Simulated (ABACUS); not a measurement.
## Geometry relaxation, with input and output: ZnSe (part 2 of 2)

The same run, continued: ZnSe (F-43m, 2 atoms in the cell); Kohn-Sham DFT of a periodic cell, revPBE, Ansatz NC PBE, no spin polarisation (ABACUS 3.10.1); cutoff 1183.69 eV, 6×6×6 k-mesh, fermi-dirac of 0.05 eV. The structure derives from an entry of the Crystallography Open Database.

Geometry of the input (Å; fractional positions):
```
0.0000  2.8338  2.8338
2.8338  0.0000  2.8338
2.8338  2.8338  0.0000
Se 0.7500  0.7500  0.7500
Zn 0.0000  0.0000  0.0000
```

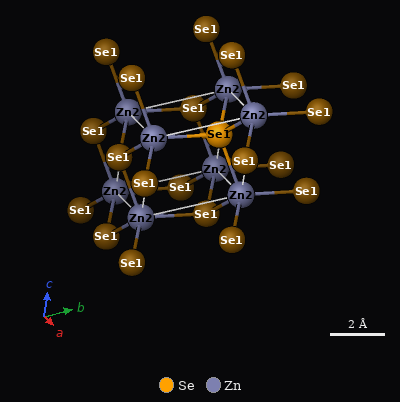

**Figure 1.** The geometry at step 1 of the log (ball-and-stick view of the cell of the calculation, seen slightly off an axis; neighbours outside the cell are drawn fainter; atoms are numbered from 1 in the order of the input).

**Output, continued**
```
----------------------------------------------------------
 E_KohnSham     -660.7739868144      -8990.2913108532
 E_Harris       -661.1331668787      -8995.1782063346
 E_Fermi        0.6765324942         9.2046968029
----------------------------------------------------------

 PW ALGORITHM --------------- ION=   1  ELEC=   4--------------------------------

 Density error is 4.46173898979e-05
                          Error Threshold = 2.01334614175e-06
----------------------------------------------------------
     Energy           Rydberg                 eV
----------------------------------------------------------
 E_KohnSham     -660.7741495775      -8990.2935253589
 E_Harris       -660.6756895758      -8988.9539083095
 E_Fermi        0.6772492314         9.2144485130
----------------------------------------------------------

 PW ALGORITHM --------------- ION=   1  ELEC=   5--------------------------------

 Density error is 2.55654324629e-06
                          Error Threshold = 1.23937194161e-07
----------------------------------------------------------
     Energy           Rydberg                 eV
----------------------------------------------------------
 E_KohnSham     -660.7741617540      -8990.2936910281
 E_Harris       -660.7581205897      -8990.0754397916
 E_Fermi        0.6784591072         9.2309097172
----------------------------------------------------------

 PW ALGORITHM --------------- ION=   1  ELEC=   6--------------------------------

 Density error is 1.23633113496e-07
                          Error Threshold = 7.10150901747e-09
----------------------------------------------------------
     Energy           Rydberg                 eV
----------------------------------------------------------
 E_KohnSham     -660.7741632802      -8990.2937117932
 E_Harris       -660.7746200493      -8990.2999264558
 E_Fermi        0.6788584742         9.2363433845
----------------------------------------------------------

 PW ALGORITHM --------------- ION=   1  ELEC=   7--------------------------------

 Density error is 1.09153652572e-08
                          Error Threshold = 3.43425315266e-10
----------------------------------------------------------
     Energy           Rydberg                 eV
----------------------------------------------------------
 E_KohnSham     -660.7741634012      -8990.2937134390
 E_Harris       -660.7730598311      -8990.2786985974
 E_Fermi        0.6789310177         9.2373303893
----------------------------------------------------------

 PW ALGORITHM --------------- ION=   1  ELEC=   8--------------------------------

 Density error is 2.23118867998e-10
                          Error Threshold = 3.03204590478e-11
----------------------------------------------------------
     Energy           Rydberg                 eV
----------------------------------------------------------
 E_KohnSham     -660.7741634126      -8990.2937135940
 E_KS(sigma->0) -660.7741634120      -8990.2937135861
 E_Harris       -660.7740981084      -8990.2928250857
 E_band         -73.0141709547       -993.4087597297
 E_one_elec     -488.5877686806      -6647.5776271620
 E_Hartree      250.1723781405       3403.7698249214
 E_xc           -93.6156431944       -1273.7061693789
 E_Ewald        -328.7431296769      -4472.7797419588
 E_entropy(-TS) -0.0000000012        -0.0000000157
 E_descf        0.0000000000         0.0000000000
 E_exx          0.0000000000         0.0000000000
 E_Fermi        0.6789669639         9.2378194627
----------------------------------------------------------

 charge density convergence is achieved
 final etot is -8990.2937136 eV
 EFERMI = 9.2378194627 eV

 STATE ENERGY(eV) AND OCCUPATIONS    NSPIN == 1
[... levels at 4 further k points ...]

------------------------------------------------------------------------------------------
 TOTAL-FORCE (eV/Angstrom)
------------------------------------------------------------------------------------------
                       Se1         0.0000000000         0.0000000000         0.0000000000
                       Zn1         0.0000000000         0.0000000000         0.0000000000
------------------------------------------------------------------------------------------

----------------------------------------------------------------
 TOTAL-STRESS (KBAR)
----------------------------------------------------------------
        41.5842185322         0.0000000000         0.0000000000
        -0.0000000000        41.5842185322         0.0000000000
        -0.0000000000         0.0000000000        41.5842185322
----------------------------------------------------------------
 TOTAL-PRESSURE: 41.584219 KBAR

 Largest gradient in force is 0.000000 eV/A.
 Threshold is 0.010000 eV/A.

 Largest gradient in stress is 41.584219 kbar.
 Threshold is 1.000000 kbar.

 Relaxation is not converged yet!
CARTESIAN COORDINATES ( UNIT =       7.573263380400 Bohr ).
    atom                   x                   y                   z     mag                  vx                  vy                  vz
tauc_Se1            1.0919837753        1.0919837753        1.0919837753  0.0000        0.0000000000        0.0000000000        0.0000000000
tauc_Zn1           -0.0000000000        0.0000000000        0.0000000000  0.0000        0.0000000000        0.0000000000        0.0000000000

                          Volume (Bohr^3) = 335.161371
                             Volume (A^3) = 49.665732

 Lattice vectors: (Cartesian coordinate: in unit of a_0)
            -0.000000           +0.727989           +0.727989
            +0.727989           +0.000000           +0.727989
            +0.727989           +0.727989           -0.000000
 Reciprocal vectors: (Cartesian coordinate: in unit of 2 pi/a_0)
            -0.686823           +0.686823           +0.686823
            +0.686823           -0.686823           +0.686823
            +0.686823           +0.686823           -0.686823

 -------------------------------------------
 STEP OF RELAXATION : 2
 -------------------------------------------

[... set-up of the moved cell ...]

 PW ALGORITHM --------------- ION=   2  ELEC=   1--------------------------------
 Notice: Threshold on eigenvalues was too large.
 hsover_error=0.360000 > DRHO=0.000356
 Origin diag ethr = 0.010000
 New diag ethr = 0.000001

 Density error is 0.000168548598
                          Error Threshold = 0.000000988033
----------------------------------------------------------
     Energy           Rydberg                 eV
----------------------------------------------------------
 E_KohnSham     -660.7768342259      -8990.3300518742
 E_Harris       -660.8511898979      -8991.3417126919
 E_Fermi        0.5744986229         7.8164547645
----------------------------------------------------------

[... 4 further cycles ...]
 PW ALGORITHM --------------- ION=   2  ELEC=   6--------------------------------

 Density error is 0.000000000471
                          Error Threshold = 0.000000000078
----------------------------------------------------------
     Energy           Rydberg                 eV
----------------------------------------------------------
 E_KohnSham     -660.7768689511      -8990.3305243345
 E_KS(sigma->0) -660.7768689381      -8990.3305241568
 E_Harris       -660.7770887975      -8990.3335154976
 E_band         -75.8153707813       -1031.5210386088
 E_one_elec     -504.6875635000      -6866.6265733370
 E_Hartree      256.7754872729       3493.6097336380
 E_xc           -93.5516744311       -1272.8358297033
 E_Ewald        -319.3131182668      -4344.4778545767
 E_entropy(-TS) -0.0000000261        -0.0000003555
 E_descf        0.0000000000         0.0000000000
 E_exx          0.0000000000         0.0000000000
 E_Fermi        0.5733104058         7.8002882416
----------------------------------------------------------

 charge density convergence is achieved
 final etot is -8990.33052433452 eV
 EFERMI = 7.80028824159 eV

 STATE ENERGY(eV) AND OCCUPATIONS    NSPIN == 1
[... levels at 4 further k points ...]

------------------------------------------------------------------------------------------
 TOTAL-FORCE (eV/Angstrom)
------------------------------------------------------------------------------------------
                       Se1         0.0000000000         0.0000000000         0.0000000000
                       Zn1         0.0000000000         0.0000000000         0.0000000000
------------------------------------------------------------------------------------------

----------------------------------------------------------------
 TOTAL-STRESS (KBAR)
----------------------------------------------------------------
        -9.4474722423        -0.0000000000        -0.0000000000
        -0.0000000000        -9.4474722423         0.0000000000
        -0.0000000000         0.0000000000        -9.4474722423
----------------------------------------------------------------
 TOTAL-PRESSURE: -9.447472 KBAR

 Largest gradient in force is 0.000000 eV/A.
 Threshold is 0.010000 eV/A.

 Largest gradient in stress is 9.447472 kbar.
 Threshold is 1.000000 kbar.

 Relaxation is not converged yet!
CARTESIAN COORDINATES ( UNIT =       7.573263380400 Bohr ).
    atom                   x                   y                   z     mag                  vx                  vy                  vz
tauc_Se1            1.0851352339        1.0851352339        1.0851352339  0.0000        0.0000000000        0.0000000000        0.0000000000
tauc_Zn1            0.0000000000        0.0000000000        0.0000000000  0.0000        0.0000000000        0.0000000000        0.0000000000

                          Volume (Bohr^3) = 328.894792
                             Volume (A^3) = 48.737122

 Lattice vectors: (Cartesian coordinate: in unit of a_0)
            +0.000000           +0.723423           +0.723423
            +0.723423           +0.000000           +0.723423
            +0.723423           +0.723423           -0.000000
 Reciprocal vectors: (Cartesian coordinate: in unit of 2 pi/a_0)
            -0.691158           +0.691158           +0.691158
            +0.691158           -0.691158           +0.691158
            +0.691158           +0.691158           -0.691158

 -------------------------------------------
 STEP OF RELAXATION : 3
 -------------------------------------------

[... set-up of the moved cell ...]

 PW ALGORITHM --------------- ION=   3  ELEC=   1--------------------------------
 Notice: Threshold on eigenvalues was too large.
 hsover_error=0.360000 > DRHO=0.000428
 Origin diag ethr = 0.010000
 New diag ethr = 0.000001

 Density error is 0.000255935799
                          Error Threshold = 0.000001188006
----------------------------------------------------------
     Energy           Rydberg                 eV
----------------------------------------------------------
 E_KohnSham     -660.7770206828      -8990.3325887496
 E_Harris       -660.6812760689      -8989.0299164483
 E_Fermi        0.5938737468         8.0800668492
----------------------------------------------------------

[... 4 further cycles ...]
 PW ALGORITHM --------------- ION=   3  ELEC=   6--------------------------------

 Density error is 0.000000001195
                          Error Threshold = 0.000000000101
----------------------------------------------------------
     Energy           Rydberg                 eV
----------------------------------------------------------
 E_KohnSham     -660.7770693670      -8990.3332511327
 E_KS(sigma->0) -660.7770693602      -8990.3332510401
 E_Harris       -660.7765714930      -8990.3264772098
 E_band         -75.2267955661       -1023.5130619797
 E_one_elec     -501.2393735923      -6819.7115428064
 E_Hartree      255.3556624532       3474.2920259278
 E_xc           -93.5649804119       -1273.0168668603
 E_Ewald        -321.3283778023      -4371.8968672086
 E_entropy(-TS) -0.0000000136        -0.0000001853
 E_descf        0.0000000000         0.0000000000
 E_exx          0.0000000000         0.0000000000
 E_Fermi        0.5952735903         8.0991126971
----------------------------------------------------------

 charge density convergence is achieved
 final etot is -8990.33325113272 eV
 EFERMI = 8.09911269715 eV

 STATE ENERGY(eV) AND OCCUPATIONS    NSPIN == 1
 1/4 kpoint (Cartesian) = 0.00000 0.00000 0.00000 (4279 pws)
       1    -117.551394       0.009259
       2     -71.732155       0.009259
       3     -71.732155       0.009259
       4     -71.732155       0.009259
       5     -39.383847       0.009259
       6     -39.383847       0.009259
       7     -39.383847       0.009259
       8     -39.380812       0.009259
       9     -39.380812       0.009259
      10      -5.314156       0.009259
      11       1.158584       0.009259
      12       1.158584       0.009259
      13       1.158584       0.009259
      14       1.464407       0.009259
      15       1.464407       0.009259
      16       7.487538       0.009259
      17       7.487538       0.009259
      18       7.487538       0.009259
      19       8.652402       0.000000
      20      13.357476       0.000000
      21      13.357476       0.000000
      22      13.357476       0.000000

 2/4 kpoint (Cartesian) = 0.11519 0.11519 0.11519 (4228 pws)
       1    -117.551393       0.074074
       2     -71.732164       0.074074
       3     -71.732155       0.074074
       4     -71.732155       0.074074
       5     -39.383836       0.074074
       6     -39.383811       0.074074
       7     -39.383811       0.074074
       8     -39.380798       0.074074
       9     -39.380798       0.074074
      10      -5.162672       0.074074
      11       1.180945       0.074074
      12       1.180945       0.074074
      13       1.182373       0.074074
      14       1.463267       0.074074
      15       1.463267       0.074074
      16       5.701175       0.074074
      17       7.266899       0.074074
      18       7.266899       0.074074
      19       9.909925       0.000000
      20      13.370253       0.000000
      21      13.725699       0.000000
      22      13.725699       0.000000

 3/4 kpoint (Cartesian) = 0.23039 0.23039 0.23039 (4206 pws)
       1    -117.551393       0.074074
       2     -71.732187       0.074074
       3     -71.732159       0.074074
       4     -71.732159       0.074074
       5     -39.383821       0.074074
       6     -39.383752       0.074074
       7     -39.383752       0.074074
       8     -39.380783       0.074074
       9     -39.380783       0.074074
      10      -4.827115       0.074074
      11       1.218641       0.074074
      12       1.218641       0.074074
      13       1.335484       0.074074
      14       1.470259       0.074074
      15       1.470259       0.074074
      16       3.727571       0.074074
      17       6.888128       0.074074
      18       6.888128       0.074074
      19      10.133742       0.000000
      20      13.998769       0.000000
      21      13.998769       0.000000
      22      14.905414       0.000000

 4/4 kpoint (Cartesian) = 0.34558 0.34558 0.34558 (4236 pws)
       1    -117.551393       0.037037
       2     -71.732198       0.037037
       3     -71.732161       0.037037
       4     -71.732161       0.037037
       5     -39.383818       0.037037
       6     -39.383725       0.037037
       7     -39.383725       0.037037
       8     -39.380776       0.037037
       9     -39.380776       0.037037
      10      -4.638821       0.037037
      11       1.232540       0.037037
      12       1.232540       0.037037
      13       1.479933       0.037037
      14       1.479933       0.037037
      15       1.602801       0.037037
      16       2.729495       0.037037
      17       6.720649       0.037037
      18       6.720649       0.037037
      19      10.019621       0.000000
      20      13.925194       0.000000
      21      13.925194       0.000000
      22      15.992513       0.000000

------------------------------------------------------------------------------------------
 TOTAL-FORCE (eV/Angstrom)
------------------------------------------------------------------------------------------
                       Se1         0.0000000000         0.0000000000         0.0000000000
                       Zn1         0.0000000000         0.0000000000         0.0000000000
------------------------------------------------------------------------------------------

----------------------------------------------------------------
 TOTAL-STRESS (KBAR)
----------------------------------------------------------------
         0.2254250110         0.0000000000        -0.0000000000
        -0.0000000000         0.2254250110         0.0000000000
        -0.0000000000         0.0000000000         0.2254250110
----------------------------------------------------------------
 TOTAL-PRESSURE: 0.225425 KBAR

 Largest gradient in force is 0.000000 eV/A.
 Threshold is 0.010000 eV/A.

 Largest gradient in stress is 0.225425 kbar.
 Threshold is 1.000000 kbar.

 Relaxation is converged!

 --------------------------------------------
 !FINAL_ETOT_IS -8990.3332511327207612 eV
 --------------------------------------------
```

**Trajectory as extended XYZ (Å, eV, eV/Å), 3 frames, from step=0 to step=2**
```
2
Lattice="0.0000 2.8338 2.8338 2.8338 0.0000 2.8338 2.8338 2.8338 0.0000" Properties=species:S:1:pos:R:3:forces:R:3 step=0 energy=-8990.29371 pressure_GPa=4.16
Se    4.2507    4.2507    4.2507    0.0000   0.0000   0.0000
Zn    0.0000    0.0000    0.0000    0.0000   0.0000   0.0000
2
Lattice="-0.0000 2.9175 2.9175 2.9175 0.0000 2.9175 2.9175 2.9175 -0.0000" Properties=species:S:1:pos:R:3:forces:R:3 step=1 energy=-8990.33052 pressure_GPa=-0.94
Se    4.3762    4.3762    4.3762    0.0000   0.0000   0.0000
Zn    0.0000    0.0000    0.0000    0.0000   0.0000   0.0000
2
Lattice="0.0000 2.8992 2.8992 2.8992 0.0000 2.8992 2.8992 2.8992 -0.0000" Properties=species:S:1:pos:R:3:forces:R:3 step=2 energy=-8990.33325 pressure_GPa=0.02
Se    4.3488    4.3488    4.3488    0.0000   0.0000   0.0000
Zn    0.0000    0.0000    0.0000    0.0000   0.0000   0.0000
```

**Results in brief**

```csv
quantity,value
outcome,converged
space group (tolerance 0.01 Å),F-43m (216)
electrons treated,36
free energy,−8990.3333 eV
Fermi energy,8.099 eV
gap on the k-point mesh,1.16 eV
pressure,0.02 GPa
final volume,48.74 Å³
largest force (length of the vector) at the end,under 0.001 eV/Å
final cell,"a = 4.100 Å, b = 4.100 Å, c = 4.100 Å, α = 60.00°, β = 60.00°, γ = 60.00°"
hardware,"4 threads of Intel Xeon @ 3.00GHz (Skylake/Cascade Lake), 12 GiB of memory available, shared host"
wall time,23 s (CPU time 93 s)
peak memory,0.44 GiB
```
